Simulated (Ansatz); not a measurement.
System: rocksalt KF, space group Fm-3m, 2 atoms in the primitive cell, relaxed with r2SCAN; cubic a = 5.318 Å. Starting point: PBE, Ansatz PAW set, no spin polarisation, no spin-orbit coupling, 6×6×6 k mesh, 420 eV cutoff, fixed occupations (Ansatz). Many-body step: G0W0 with empty bands 112, screening cutoff 120 eV and frequency treatment contour deformation.

In PBE the smallest gap over these k points is 6.26 eV, with direct gaps of 6.26 eV at Γ, 8.28 eV at X and 9.50 eV at L.

### What does G0W0 give?

Over the k points that were corrected, the smallest gap goes from 6.26 eV in PBE (direct at Γ) to 9.64 eV in G0W0 (direct at Γ), a change of +3.38 eV (+54 %). Counted from the valence top, the lowest empty level moves by +3.38 eV at Γ, +4.01 eV at X and +4.17 eV at L; over the 16 points that were corrected the shifts run from +3.38 to +4.17 eV: a spread of 0.79 eV on a mean of 3.89 eV, so one scissor shift doesn't describe this level. The quasiparticle weight (renormalisation factor) lies between 0.79 and 0.89 for the top filled and first empty levels.

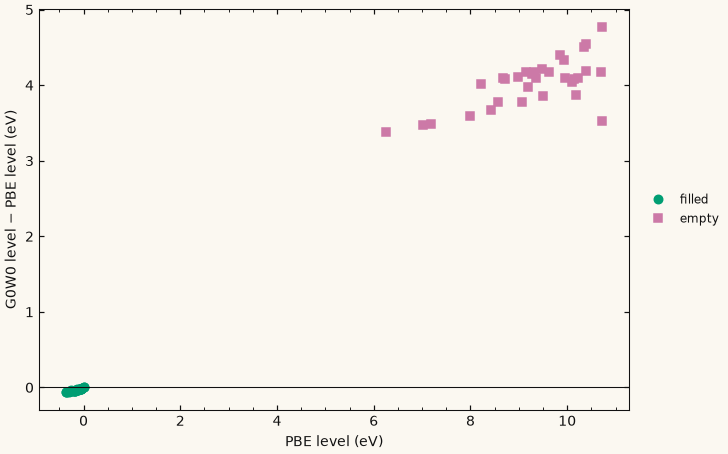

Change of each level from PBE to G0W0 against its PBE energy, both sets counted from their own valence top.

| k point | PBE direct gap (eV) | G0W0 direct gap (eV) |
| --- | --- | --- |
| Γ | 6.26 | 9.64 |
| X | 8.28 | 12.31 |
| L | 9.50 | 13.72 |

Bands, cutoffs and mesh are finite, so these values aren't at the basis limit.
